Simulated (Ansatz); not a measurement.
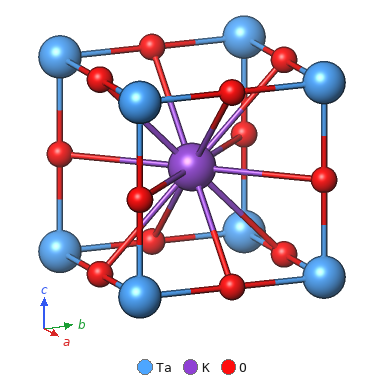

System: KTaO₃, space group Pm-3m (No. 221). The picture shows the cell.

The given structure:
```xyz
5
Lattice="3.9883 0.0000 0.0000 0.0000 3.9883 0.0000 0.0000 0.0000 3.9883" Properties=species:S:1:pos:R:3 pbc="T T T"
Ta    0.0000    0.0000    0.0000
K     1.9942    1.9942    1.9942
O     0.0000    0.0000    1.9942
O     0.0000    1.9942    0.0000
O     1.9942    0.0000    0.0000
```

Method: Born effective charges by linear response at the zone centre, in units of the proton charge, Cartesian axes of the given cell; plane-wave DFT, no spin polarisation (Ansatz 0.2.0). Level: PBE.

k mesh 6×6×6; occupations fixed; potentials Ansatz PAW; wave cutoff 420 eV; density cutoff 1680 eV; program settings xc grid level 2, xc grid task field_response.

Describe the result: the mean Born effective charge of each atom. The cases: Ta; K; O 1; O 2; O 3.

The largest in size is that of Ta, 8.70 e, and the charges add up to 0.00 e. O 1, O 2 and O 3 are equally anisotropic; for O 1: its diagonal components run from −6.52 to −1.66 e. The Born charge xx, in e, is 8.695 for Ta, 1.151 for K, −1.664 for O 1, −1.664 for O 2 and −6.519 for O 3. The Born charge zz, in e, is 8.695 for Ta, 1.151 for K, −6.519 for O 1, −1.664 for O 2 and −1.664 for O 3.

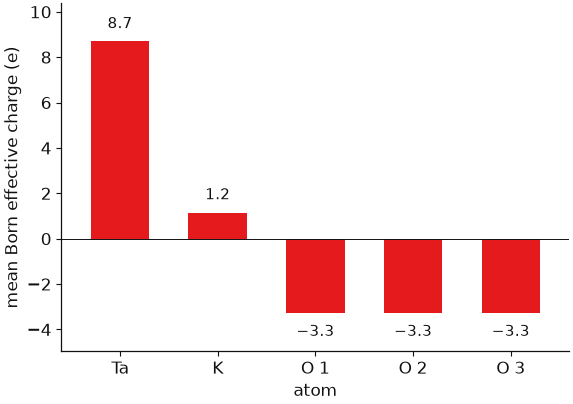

Keep in mind: spin-orbit coupling left out, heavy elements.
